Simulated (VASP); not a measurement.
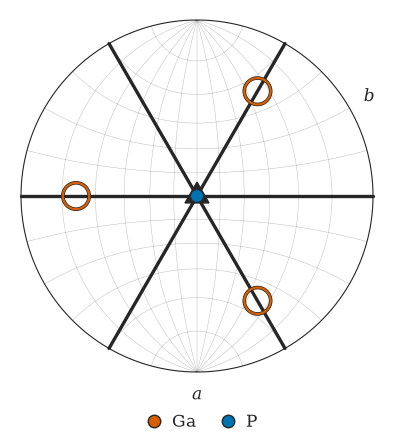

For GaP, a cell listed in the Materials Project, as set up for an electronic-structure calculation: directions from one phosphorus atom at (2/3, 1/3, 0.276) to its bonded neighbours, in stereographic projection down c (filled: above the plane of the page or in it, open: below). The drawing is computed from the coordinates (standard cell, symmetry found to 0.002 Å).

Neighbours are counted up to 2.79 Å for Ga, 2.48 Å for P. The symmetry elements of the site are drawn in: heavy lines are mirror planes (a heavy rim: a mirror in the plane of the page); lens, triangle, square and hexagon are 2-, 3-, 4- and 6-fold axes, a lens in an open square is −4, a triangle in an open hexagon −6; thin dashed diameters join the ends of axes that lie in the page; a small open circle marks inversion.

```cif
data_structure
_symmetry_space_group_name_H-M 'P 1'
_symmetry_Int_Tables_number 1
_cell_length_a 3.8860
_cell_length_b 3.8860
_cell_length_c 19.2924
_cell_angle_alpha 90.000
_cell_angle_beta 90.000
_cell_angle_gamma 120.000
_cell_volume 252.31
loop_
_atom_site_label
_atom_site_type_symbol
_atom_site_fract_x
_atom_site_fract_y
_atom_site_fract_z
_atom_site_occupancy
Ga1 Ga 0.33333 0.66667 0.23129 1
Ga2 Ga 0.33333 0.66667 0.10204 1
P1 P 0.66667 0.33333 0.27594 1
P2 P 0.00000 0.00000 0.05739 1
Ga3 Ga 0.00000 0.00000 0.56463 1
Ga4 Ga 0.00000 0.00000 0.43537 1
P3 P 0.33333 0.66667 0.60928 1
P4 P 0.66667 0.33333 0.39072 1
Ga5 Ga 0.66667 0.33333 0.89796 1
Ga6 Ga 0.66667 0.33333 0.76871 1
P5 P 0.00000 0.00000 0.94261 1
P6 P 0.33333 0.66667 0.72406 1
```

Q: How many neighbours are there, and at what angles?

A: 4: 1 P at 2.21 Å, 3 Ga at 2.40 Å. Angles between bonds: 108° (3×), 111° (3×).

Q: What is the site's symmetry in the crystal?

A: Point group 3m (C3v), order 6: one threefold axis, three mirror planes. In R-3m (No. 166, hexagonal axes) this is Wyckoff position 6c.
